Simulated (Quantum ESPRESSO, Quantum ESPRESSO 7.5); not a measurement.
## Thickness dependence of 1T-SnS2

Aim: screening, gap and ionisation potential of 1T-SnS2 against the number of layers.

Program: Quantum ESPRESSO 7.5. Level of theory: plane-wave DFT, PBE, GBRV ultrasoft pseudopotentials (geometry by pw.x at PBE-D3(BJ), GBRV ultrasoft). Results are calculated unless marked as measured.

## (1) Set-up

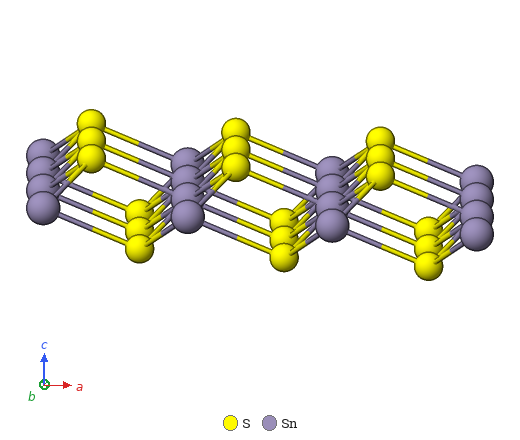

The cell as given, nearly edge on (sulfur yellow, tin purple). 3×3×1 cells are drawn. Some periodic images of atoms are drawn too.

The cell holds 3 atoms: 2 S and 1 Sn. Its edges and angles: a = 3.700 Å, b = 3.700 Å, c = 18.815 Å, α = 90.0°, β = 90.0°, γ = 120.0°. It derives from SnS2. Vacuum lies along c.

## (2) Relaxing cell and ions, 1 layer

Cell and atoms are relaxed with a D3(BJ) correction; only the in-plane cell moves (cell_dofree = 2Dxy), and the cutoff is raised for the stress.

Contents of n1.relax.in:

```
&control
  prefix = 'n1.relax'
  outdir = './out'
  pseudo_dir = './pseudo'
  nstep = 50
  forc_conv_thr = 0.0004
  calculation = 'vc-relax'
  etot_conv_thr = 1e-06
/
&system
  ibrav = 0
  nat = 3
  ntyp = 2
  ecutwfc = 50
  ecutrho = 250
  vdw_corr = 'grimme-d3'
  dftd3_version = 4
  occupations = 'smearing'
  smearing = 'fd'
  degauss = 0.004
/
&electrons
  conv_thr = 1e-09
  mixing_beta = 0.4
  electron_maxstep = 120
  mixing_mode = 'plain'
/
&ions
/
&cell
  cell_dofree = '2Dxy'
  press_conv_thr = 0.3
/
ATOMIC_SPECIES
  S   32.0600  s_pbe_v1.4.uspp.F.UPF
  Sn  118.7100  sn_pbe_v1.4.uspp.F.UPF
CELL_PARAMETERS angstrom
  3.70000000000000 0.00000000000000 0.00000000000000
  -1.85000000000000 3.20429399400242 0.00000000000000
  0.00000000000000 0.00000000000000 18.81516684265295
ATOMIC_POSITIONS crystal
  S   0.666666666667 0.333333333333 0.451763200990
  Sn  0.000000000000 0.000000000000 0.500000000000
  S   0.333333333333 0.666666666667 0.548236799010
K_POINTS automatic
  12 12 1 0 0 0
```

Launch:

```
$ OMP_NUM_THREADS=1 mpirun -n 4 pw.x -nk 4 -in n1.relax.in > n1.relax.out
```

The log of the run:

```text
Program PWSCF v.7.5 starts
[citation notice left out]

     Parallel version (MPI & OpenMP), running on       4 processor cores
     Number of MPI processes:                 4
     Threads/MPI process:                     1

     MPI processes distributed on     1 nodes
[...]
Current dimensions of program PWSCF are:
     Max number of different atomic species (ntypx) = 10
     Max number of k-points (npk) =  40000
     Max angular momentum in pseudopotentials (lmaxx) =  4
     Message from routine setup:
     using ibrav=0 with symmetry is DISCOURAGED, use correct ibrav instead

     K-points division:     npool     =       4
     Subspace diagonalization in iterative solution of the eigenvalue problem:
     a serial algorithm will be used

     G-vector sticks info
     --------------------
     sticks:   dense  smooth     PW     G-vecs:    dense   smooth      PW
     Sum         847     673    199               100661    72041   11553

     Using Slab Decomposition

     bravais-lattice index     =            0
     lattice parameter (alat)  =       6.9920  a.u.
     unit-cell volume          =    1505.3544 (a.u.)^3
     number of atoms/cell      =            3
     number of atomic types    =            2
     number of electrons       =        26.00
     number of Kohn-Sham states=           17
     kinetic-energy cutoff     =      50.0000  Ry
     charge density cutoff     =     250.0000  Ry
     scf convergence threshold =      1.0E-09
     mixing beta               =       0.4000
     number of iterations used =            8  plain     mixing
     energy convergence thresh.=      1.0E-06
     force convergence thresh. =      4.0E-04
     press convergence thresh. =      3.0E-01
     Exchange-correlation=  SLA  PW   PBX  PBC
                           (   1   4   3   4   0   0   0)
     nstep                     =           50

     celldm(1)=   6.991987  celldm(2)=   0.000000  celldm(3)=   0.000000
     celldm(4)=   0.000000  celldm(5)=   0.000000  celldm(6)=   0.000000

     crystal axes: (cart. coord. in units of alat)
               a(1) = (   1.000000   0.000000   0.000000 )
               a(2) = (  -0.500000   0.866025   0.000000 )
               a(3) = (   0.000000   0.000000   5.085180 )

     reciprocal axes: (cart. coord. in units 2 pi/alat)
               b(1) = (  1.000000  0.577350 -0.000000 )
               b(2) = (  0.000000  1.154701  0.000000 )
               b(3) = (  0.000000 -0.000000  0.196650 )

     PseudoPot. # 1 for S  read from file:
     ./pseudo/s_pbe_v1.4.uspp.F.UPF
     Pseudo is Ultrasoft + core correction, Zval =  6.0
     Generated by new atomic code, or converted to UPF format
     Using radial grid of  907 points,  6 beta functions with:
                l(1) =   0
                l(2) =   0
                l(3) =   1
                l(4) =   1
                l(5) =   2
                l(6) =   2
     Q(r) pseudized with  8 coefficients,  rinner =    1.300   1.300   1.300
                                                       1.300   1.300

     PseudoPot. # 2 for Sn read from file:
     ./pseudo/sn_pbe_v1.4.uspp.F.UPF
     Pseudo is Ultrasoft + core correction, Zval = 14.0
     Generated by new atomic code, or converted to UPF format
     Using radial grid of  891 points,  6 beta functions with:
                l(1) =   0
                l(2) =   0
                l(3) =   1
                l(4) =   1
                l(5) =   2
                l(6) =   2
     Q(r) pseudized with  8 coefficients,  rinner =    1.350   1.350   1.350
                                                       1.350   1.350

     atomic species   valence    mass     pseudopotential
     S                 6.00    32.06000     S ( 1.00)
     Sn               14.00   118.71000     Sn( 1.00)

     12 Sym. Ops., with inversion, found

   Cartesian axes

     site n.     atom                  positions (alat units)
         1        S      tau(   1) = (   0.5000000   0.2886751   2.2972973  )
         2        Sn     tau(   2) = (   0.0000000   0.0000000   2.5425901  )
         3        S      tau(   3) = (  -0.0000000   0.5773503   2.7878829  )

     --------------------------------------------
     DFT-D3 Dispersion Correction (3-body terms):
     --------------------------------------------
       Reference C6 values for interpolation:

         atom   Coordination number   C6
         S          0.000           268.01
         S          0.995           261.99
         S          1.990           251.62
         Sn         0.000          1255.14
         Sn         0.951          1084.09
         Sn         1.950          1010.83
         Sn         2.926           818.29
         Sn         3.912           672.20

       Values used:

         atom   Coordination number  R0_AB[au]  C6      C8
         S          4.249            3.128    251.62  12327.25
         Sn         7.139            3.957    672.20  84369.06
         S          4.249            3.128    251.62  12327.25

         Molecular C6 ( Ry / a.u.^6 ) =      3319.24

     number of k points=    19  Fermi-Dirac smearing, width (Ry)=  0.0040
                       cart. coord. in units 2pi/alat
        k(    1) = (   0.0000000   0.0000000   0.0000000), wk =   0.0138889
        k(    2) = (   0.0000000   0.0962250   0.0000000), wk =   0.0833333
        k(    3) = (   0.0000000   0.1924501   0.0000000), wk =   0.0833333
        k(    4) = (   0.0000000   0.2886751   0.0000000), wk =   0.0833333
        k(    5) = (   0.0000000   0.3849002   0.0000000), wk =   0.0833333
        k(    6) = (   0.0000000   0.4811252   0.0000000), wk =   0.0833333
        k(    7) = (   0.0000000  -0.5773503   0.0000000), wk =   0.0416667
        k(    8) = (   0.0833333   0.1443376   0.0000000), wk =   0.0833333
        k(    9) = (   0.0833333   0.2405626   0.0000000), wk =   0.1666667
        k(   10) = (   0.0833333   0.3367877   0.0000000), wk =   0.1666667
[...]
k(   19) = (   0.3333333   0.5773503   0.0000000), wk =   0.0277778

     Dense  grid:   100661 G-vectors     FFT dimensions: (  36,  36, 180)

     Smooth grid:    72041 G-vectors     FFT dimensions: (  32,  32, 162)

     Estimated max dynamical RAM per process >     164.96 MB

     Estimated total dynamical RAM >     586.10 MB

     Check: negative core charge=   -0.000001

     Initial potential from superposition of free atoms

     starting charge      24.9999, renormalised to      26.0000

     negative rho (up, down):  1.993E-04 0.000E+00
     Starting wfcs are   17 randomized atomic wfcs

[...]
atom    1 type  1   force =     0.00000000    0.00000000   -0.08513998
     atom    2 type  2   force =    -0.00000000    0.00000000    0.00000000
     atom    3 type  1   force =    -0.00000000    0.00000000    0.08513998

     Total force =     0.120406     Total SCF correction =     0.000051

     Computing stress (Cartesian axis) and pressure

     negative rho (up, down):  3.917E-04 0.000E+00
          total   stress  (Ry/bohr**3)                   (kbar)     P=       17.78
   0.00007381  -0.00000000   0.00000000           10.86       -0.00        0.00
  -0.00000000   0.00007381   0.00000000           -0.00       10.86        0.00
   0.00000000   0.00000000   0.00021499            0.00        0.00       31.63

     Energy error            =      7.4E-02 Ry
     Gradient error          =      8.5E-02 Ry/Bohr
     Cell gradient error     =      1.1E+01 kbar

     number of scf cycles    =   3
     number of bfgs steps    =   2

     enthalpy           old  =    -207.4476337548 Ry
     enthalpy           new  =    -207.5218966492 Ry

     CASE: enthalpy          _new < enthalpy          _old

     new trust radius        =       0.2747157275 bohr
     new conv_thr            =       0.0000000010 Ry

     new unit-cell volume =   1660.36749 a.u.^3 (   246.04108 Ang^3 )
     density =      1.23393 g/cm^3

CELL_PARAMETERS (angstrom)
   3.885835913   0.000000000   0.000000000
  -1.942917956   3.365232616   0.000000000
   0.000000000   0.000000000  18.815166843

ATOMIC_POSITIONS (crystal)
S                0.6666666667        0.3333333333        0.4298880225
Sn               0.0000000000        0.0000000000        0.5000000000
S                0.3333333333        0.6666666667        0.5701119775

[...]
NEW-OLD atomic charge density approx. for the potential
     New effective cutoffs (rho, wfc):  248.66   49.99

     negative rho (up, down):  4.017E-04 0.000E+00

     total cpu time spent up to now is       52.7 secs

     per-process dynamical memory:    89.0 Mb

[...]
!    total energy              =    -207.55175784 Ry
[...]
Total force =     0.039261     Total SCF correction =     0.000032
[...]
number of bfgs steps    =   3
[...]
new trust radius        =       0.1009198059 bohr
[...]
!    total energy              =    -207.55576901 Ry
[...]
Total force =     0.014837     Total SCF correction =     0.000018
[...]
number of bfgs steps    =   4
[...]
new trust radius        =       0.0833948232 bohr
[...]
!    total energy              =    -207.55910593 Ry
[...]
Total force =     0.001873     Total SCF correction =     0.000027
[...]
number of bfgs steps    =   5
[...]
new trust radius        =       0.0917343056 bohr
[...]
!    total energy              =    -207.56368560 Ry
[...]
Total force =     0.016332     Total SCF correction =     0.000009
[...]
number of bfgs steps    =   6
[...]
new trust radius        =       0.1376014583 bohr
[...]
!    total energy              =    -207.56892134 Ry
[...]
Total force =     0.025298     Total SCF correction =     0.000022
[...]
number of bfgs steps    =   7
[...]
new trust radius        =       0.2064021875 bohr
[...]
!    total energy              =    -207.57379441 Ry
[...]
Total force =     0.021304     Total SCF correction =     0.000004
[...]
number of bfgs steps    =   8
[...]
new trust radius        =       0.0383110347 bohr
[...]
!    total energy              =    -207.57480137 Ry
[...]
Total force =     0.006290     Total SCF correction =     0.000003
[...]
number of bfgs steps    =   9
[...]
new trust radius        =       0.0240385955 bohr
[...]
Self-consistent Calculation

     iteration #  1     ecut=    50.00 Ry     beta= 0.40
     Davidson diagonalization with overlap
     ethr =  1.00E-06,  avg # of iterations =  6.1

     negative rho (up, down):  2.346E-04 0.000E+00

     total cpu time spent up to now is      160.2 secs

     total energy              =    -207.57489937 Ry
     estimated scf accuracy    <       0.00002863 Ry

[...]
iteration #  7     ecut=    50.00 Ry     beta= 0.40
[...]
negative rho (up, down):  2.344E-04 0.000E+00

[...]
End of self-consistent calculation

          k = 0.0000 0.0000 0.0000 (  8955 PWs)   bands (ev):

   -23.4362 -23.4362 -23.3901 -23.3654 -23.3654 -16.1087 -14.3635  -7.6028
    -3.5510  -3.0664  -3.0664  -2.6914  -2.6914  -0.1274   1.2963   2.8863
     2.8863

          k =-0.0000 0.0977 0.0000 (  8957 PWs)   bands (ev):

   -23.4399 -23.4315 -23.3872 -23.3687 -23.3654 -16.0312 -14.3057  -7.6149
    -3.6660  -3.4994  -3.2946  -2.9970  -2.6253   0.1699   1.7008   2.7197
     3.0573

          k =-0.0000 0.1954 0.0000 (  8959 PWs)   bands (ev):

   -23.4517 -23.4199 -23.3809 -23.3738 -23.3648 -15.8028 -14.1453  -7.7013
    -4.7136  -3.7184  -3.7032  -3.4083  -2.6141   0.3792   2.1168   3.0677
     3.4578

          k =-0.0000 0.2930 0.0000 (  8972 PWs)   bands (ev):

   -23.4701 -23.4073 -23.3888 -23.3621 -23.3607 -15.4386 -13.9246  -8.0054
    -5.6648  -4.3548  -4.1533  -3.2880  -2.6860   0.0008   2.3323   3.5711
     3.8293

          k =-0.0000 0.3907 0.0000 (  8976 PWs)   bands (ev):

   -23.4898 -23.4002 -23.3978 -23.3508 -23.3481 -14.9754 -13.7225  -8.5712
    -6.3526  -4.6955  -4.5125  -3.1932  -2.7835  -0.5286   2.3391   3.5448
     4.0005

          k =-0.0000 0.4884 0.0000 (  8996 PWs)   bands (ev):

   -23.5048 -23.4040 -23.3983 -23.3403 -23.3377 -14.4990 -13.6452  -9.1176
    -6.8166  -4.7457  -4.7359  -3.1673  -2.8599  -0.9168   2.2263   3.4901
     4.0265

[...]
the Fermi energy is    -1.7973 ev

!    total energy              =    -207.57490225 Ry
     estimated scf accuracy    <          6.4E-11 Ry
     smearing contrib. (-TS)   =      -0.00000001 Ry
     internal energy E=F+TS    =    -207.57490225 Ry

     The total energy is F=E-TS. E is the sum of the following terms:
     one-electron contribution =    -820.90039842 Ry
     hartree contribution      =     416.93535273 Ry
     xc contribution           =     -59.96119099 Ry
     ewald contribution        =     256.40263817 Ry
     DFT-D3 Dispersion         =      -0.05130374 Ry

     convergence has been achieved in   7 iterations

     negative rho (up, down):  2.344E-04 0.000E+00

     Forces acting on atoms (cartesian axes, Ry/au):

     atom    1 type  1   force =    -0.00000000    0.00000000   -0.00015607
     atom    2 type  2   force =     0.00000000    0.00000000    0.00000000
     atom    3 type  1   force =     0.00000000    0.00000000    0.00015607

     Total force =     0.000221     Total SCF correction =     0.000016

     Computing stress (Cartesian axis) and pressure

     negative rho (up, down):  2.344E-04 0.000E+00
          total   stress  (Ry/bohr**3)                   (kbar)     P=       -0.91
   0.00000031  -0.00000000   0.00000000            0.05       -0.00        0.00
  -0.00000000   0.00000031   0.00000000           -0.00        0.05        0.00
   0.00000000   0.00000000  -0.00001911            0.00        0.00       -2.81

     Energy error            =      1.0E-04 Ry
     Gradient error          =      1.6E-04 Ry/Bohr
     Cell gradient error     =      4.5E-02 kbar

     number of scf cycles    =  11
     number of bfgs steps    =  10

     enthalpy           old
```

The job ended after 3.4 min (4 MPI ranks of Arm Neoverse V2, shared host; peak memory 0.77 GiB).

Step by step:

```
step  energy less that of the first step (eV)  largest force (eV/Å)  volume (Å³)
   1                                   0.0000                6.1592       223.07
   2                                  -1.8321                3.9690       232.95
   3                                  -2.8425                2.1890       240.81
   4                                  -3.2488                0.7138       246.04
   5                                  -3.3034                0.2697       245.87
   6                                  -3.3488                0.0340       243.35
   7                                  -3.4111                0.2969       237.87
   8                                  -3.4823                0.4599       229.77
   9                                  -3.5486                0.3873       217.88
  10                                  -3.5623                0.1144       215.80
  11                                  -3.5637                0.0040       216.48
  12                                  -3.5637                0.0001       216.49
  13                                  -3.5521                0.0000       216.49
```

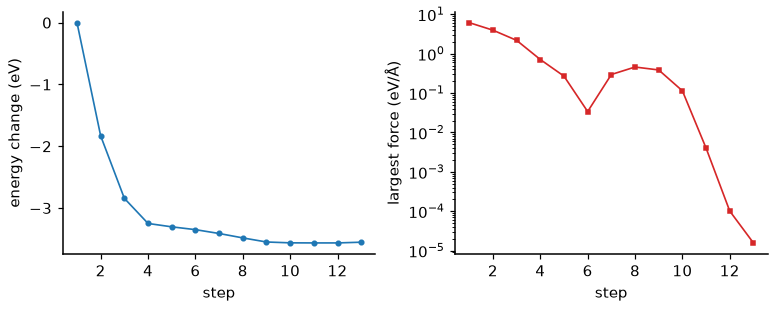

Energy and largest force along the relaxation.

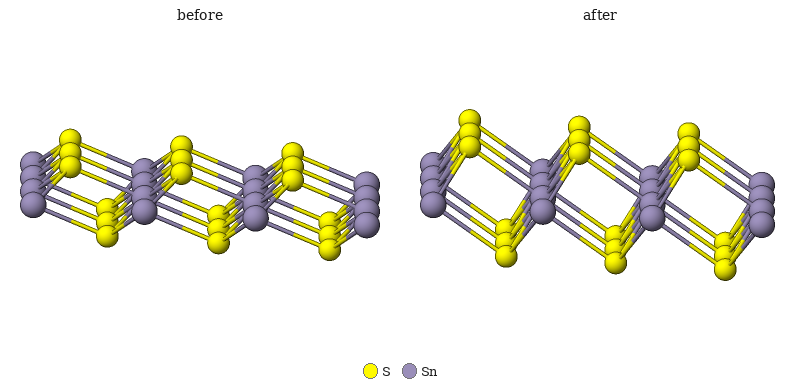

The structure before and after the relaxation, drawn at the same scale.

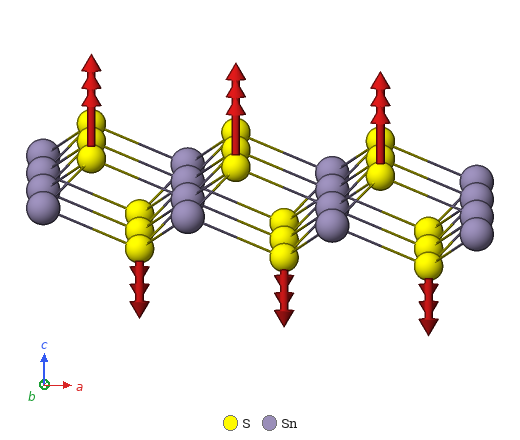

Displacements in the relaxation, exaggerated, measured against the changing cell; the longest in the cell stands for 0.58 Å. 3×3×1 cells are drawn. Some periodic images of atoms are drawn too.

```
cell as run  before  after  change
      a (Å)   3.700  3.645  -1.5 %
      b (Å)   3.700  3.645  -1.5 %
```

The atoms that moved most (Å, along periodic axes as changes of fractional coordinates times the final cell, across vacuum about the mean position):

```
atom     dx     dy      dz  length
  S1  0.000  0.000  -0.583   0.583
  S3  0.000  0.000   0.583   0.583
```

Final coordinates:

```cif
data_structure
_symmetry_space_group_name_H-M 'P 1'
_symmetry_Int_Tables_number 1
_cell_length_a 3.6450
_cell_length_b 3.6450
_cell_length_c 18.8152
_cell_angle_alpha 90.000
_cell_angle_beta 90.000
_cell_angle_gamma 120.000
_cell_volume 216.49
loop_
_atom_site_label
_atom_site_type_symbol
_atom_site_fract_x
_atom_site_fract_y
_atom_site_fract_z
_atom_site_occupancy
S1 S 0.66667 0.33333 0.42079 1
Sn2 Sn 0.00000 0.00000 0.50000 1
S3 S 0.33333 0.66667 0.57921 1
```

 The last row is no step: it is a fresh SCF in the final cell with a new plane-wave basis, +12 meV from the row before, a sign that the cell is biased by the basis (Pulay stress).

Read from the output:

```
free energy  : -2824.1888 eV
Fermi energy : -1.798 eV
```

[end of part 1 of 7]

[Logs are printed without paths, hosts, clocks, repeated set-up lines and the standing remarks that a program may print on its own settings, such as how far it seeks lower states.]

[Hosts, paths, dates, database ids (printed as entryN), source tags and the programs' standing remarks are cut or masked in the printed files.]

[Maps of the electrostatic potential energy from Ansatz leave out the sawtooth potential of an applied field or a dipole correction, so their vacuum need not be flat; planar profiles and work functions include it.]
